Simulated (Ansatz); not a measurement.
## HfN: 7 runs along one coordinate

System: HfN (2 atoms in the cell).
Method: DFT LDA, scalar-relativistic, plane waves, PAW, no spin polarisation (Ansatz 0.2.0).

The 7 runs differ only in the geometry, by a strain of the cell at fixed fractional positions. Against run 4, the strain is εxx = −0.93 η and εyy = η. The structure derives from a Materials Project entry.

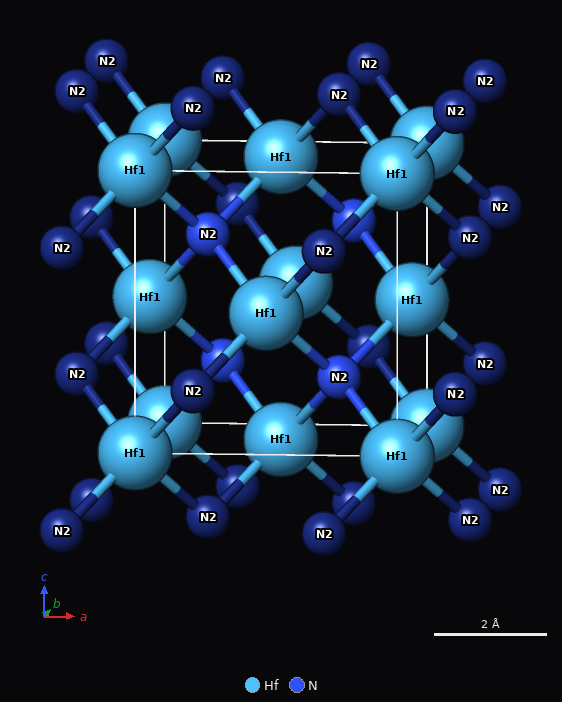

Figure 1. The structure of run 4 (ball-and-stick view of the cell 4 times as large as that of the calculation, set on its symmetry axes, seen at an oblique angle; neighbours outside the cell are drawn fainter; atoms are numbered from 1 in the order of the input).

### Input of run 4
```yaml
crystal:
  lattice:
    - [0.0, 2.362766175, 2.454822]
    - [2.546877825, 0.0, 2.454822]
    - [2.546877825, 2.362766175, 0.0]
  atoms:
    - { symbol: Hf, position: [0.0, 0.0, 0.0] }
    - { symbol: "N", position: [0.75, 0.75, 0.75] }
basis:
  ecutwfc: 420
kpoints:
  mp_grid: { grid: [16, 16, 16] }
hamiltonian:
  xc: lda
scf:
  occupations: { method: gaussian, width: 0.15 }
output:
  forces: true
  stress: true
  eigenvalues: true
```

Command:
```bash
ansatz run input.yaml --threads 1 --pin off --max-ram 2560MiB --backend cpu --events-out ev --progress --plain --runs-dir out
```

Lattice vectors (Å) and fractional positions of run 4:
```
   0.000000    2.362766    2.454822
   2.546878    0.000000    2.454822
   2.546878    2.362766    0.000000
Hf  0.000000  0.000000  0.000000
N   0.750000  0.750000  0.750000
```

Run 2 differs from it as follows:
```diff
-    - [0.0, 2.362766175, 2.454822]
-    - [2.546877825, 0.0, 2.454822]
-    - [2.546877825, 2.362766175, 0.0]
+    - [0.0, 2.27071035, 2.454822]
+    - [2.63893365, 0.0, 2.454822]
+    - [2.63893365, 2.27071035, 0.0]
```

### Results, with one run withheld

| run | strain parameter η (%) | free energy per atom, from the lowest run given (meV) | pressure (GPa) |
| --- | --- | --- | --- |
| 1 | −5.1948 | 95.67 | −9.46 |
| 2 | −3.8961 | ? | ? |
| 3 | −2.5974 | 49.41 | −9.51 |
| 4 | 0.0000 | 16.79 | −9.57 |
| 5 | 1.2987 | 6.35 | −9.59 |
| 6 | 2.5974 | 0.00 | −9.61 |
| 7 | 9.0909 | 31.21 | −9.54 |

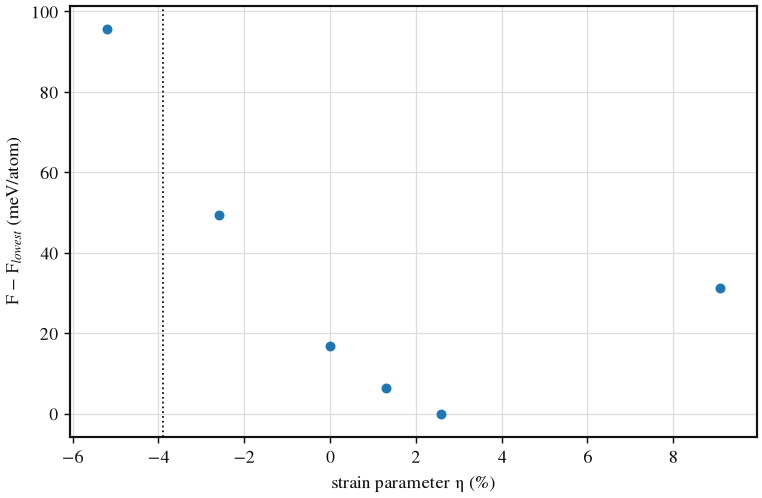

Figure 2. Free energy per atom of the runs given; the dotted line marks run 2.

What should run 2 give?

A cubic polynomial in the coordinate, fitted to the 6 runs given, misses them by at most 0.15 meV per atom. With x = η − 0.8658, it reads F = 9.5011 − 7.5983 x + 1.1576 x² + 0.010598 x³ (meV per atom). At run 2 it gives 70.79 meV per atom, and the run itself gives 71.05. The fit has its minimum at η = 4.0118 %.

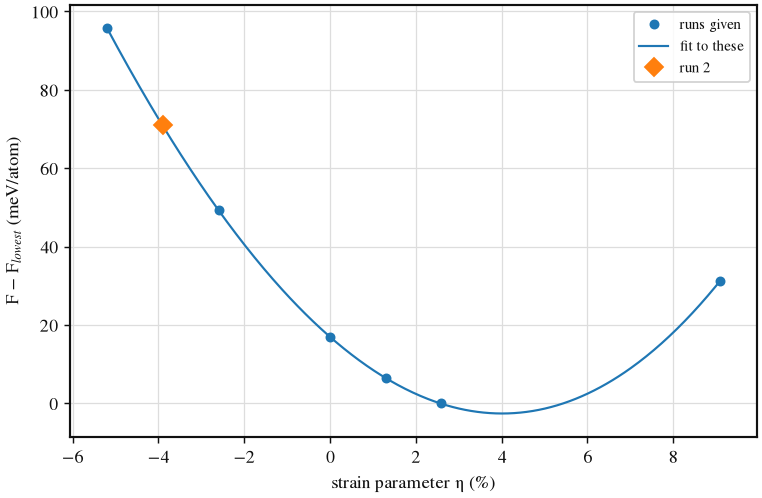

Figure 3. The fit and the withheld run.

### Output, shortened to warnings, some set-up lines, iterations and results (run 2)
```
Basis set: ecut = 420 eV, 579 PW (Γ)
Symmetry: 4 space group operations
k-points: 621 of 4096 (time reversal used)
Initial density: superposition of atomic densities (neutral atoms: chi_scale 0, normalization atom), corrected by the library's trained network
[...]
SCF iter   1: F=—  HF=-15853.721342 eV  |F-HF|=—  |Δ(HF+E_count)|=         —  Δρ=1.63e-2  dr2=8.94e-2  ethr=1.77e-3  ⟨swp⟩=4.4  Hψ=48209  notcnv=0
SCF iter   2: F=—  HF=-15853.701663 eV  |F-HF|=—  |Δ(HF+E_count)|=   1.97e-2  Δρ=4.35e-3  dr2=4.05e-3  ethr=2.88e-4  ⟨swp⟩=1.3  Hψ=17668  notcnv=0  defer=31
SCF iter   3: F=—  HF=-15853.701045 eV  |F-HF|=—  |Δ(HF+E_count)|=   6.17e-4  Δρ=2.33e-3  dr2=1.16e-3  ethr=1.31e-5  ⟨swp⟩=2.0  Hψ=17754  notcnv=0  defer=31
SCF iter   4: F=—  HF=-15853.700843 eV  |F-HF|=—  |Δ(HF+E_count)|=   2.02e-4  Δρ=1.18e-3  dr2=3.21e-4  ethr=3.73e-6  ⟨swp⟩=2.5  Hψ=22744  notcnv=0  defer=31
SCF iter   5: F=—  HF=-15853.700778 eV  |F-HF|=—  |Δ(HF+E_count)|=   6.56e-5  Δρ=3.50e-4  dr2=3.70e-5  ethr=1.04e-6  ⟨swp⟩=2.2  Hψ=19046  notcnv=0  defer=31
SCF iter   6: F=—  HF=-15853.700775 eV  |F-HF|=—  |Δ(HF+E_count)|=   2.27e-6  Δρ=1.08e-4  dr2=2.64e-6  ethr=1.19e-7  ⟨swp⟩=2.5  Hψ=22314  notcnv=0  defer=31
SCF iter   7: F=—  HF=-15853.700773 eV  |F-HF|=—  |Δ(HF+E_count)|=   2.44e-6  Δρ=2.58e-5  dr2=1.85e-7  ethr=8.50e-9  ⟨swp⟩=2.6  Hψ=23560  notcnv=0  defer=31
SCF iter   8: F=-15853.700773 eV  HF=-15853.700773 eV  |F-HF|=2.69e-10  |Δ(HF+E_count)|=   2.56e-7  Δρ=5.05e-6  dr2=7.34e-9  ethr=3.23e-10  ⟨swp⟩=6.1  Hψ=51710  notcnv=0
SCF 1 converged in 8 iterations: F = -15853.700773 eV  dr2 = 7.34e-9
SCF converged after 8 iterations
Free energy (F): -15853.700773 eV
Harris-Foulkes:  -15853.700773 eV  (|F-HF|=2.69e-10)
Internal energy: -15853.692579 eV  (E = F + TS)
E sigma→0 (E₀):  -15853.696676 eV
Entropy (-TS):   -0.008194 eV (-4.097 meV/atom)
Fermi energy:    17.623345 eV
--- Per-component energies (eV) ---
  E_band       = -2.065861
  E_kinetic    = 553.063396
  E_local      = -5639.274433  (includes V_loc(G=0)·N_el)
  E_nonlocal   = -1185.185571
  E_hartree    = 2608.261784
  E_xc         = -356.525705
  E_vxc        = -341.976891  (∫ρ·V_xc dr)
  E_paw        = -6803.742129  (= ΣΔE_a)
  E_vpaw       = 1394.784645  (= ΣTr[D̂ρ^β])
  E_aug_tail   = 0.000088  (compensation charges beyond the density's cutoff)
  E_ewald      = -5032.827296
  E_core_change = 2.537287  (= ΣΔE_core)
  E_smearing   = -0.008194  (= −TS)
  E_closure    = 0.000000  (closes the sum)
  Σ components = -15853.700773   (vs F -15853.700773, Δ=0.00e0)
--- Forces (eV/Å), atoms counted from 1 ---
  atom   1  Hf    -0.00000000     0.00000000     0.00000000
  atom   2  N      0.00000000    -0.00000000     0.00000000
  max |Σ_I F_I| component: 0.00e0 eV/Å
--- Stress (GPa, compression-positive) ---
      -21.315627       0.000000      -0.000000
        0.000000       0.383439      -0.000000
       -0.000000      -0.000000      -7.517758
  P = ⅓ Tr σ = -9.4833 GPa (-94.833 kbar)
```

Notes: Spin–orbit coupling is left out, which matters for Hf. The cell holds an odd number of electrons but the run has no spin polarisation, so it comes out as a metal.
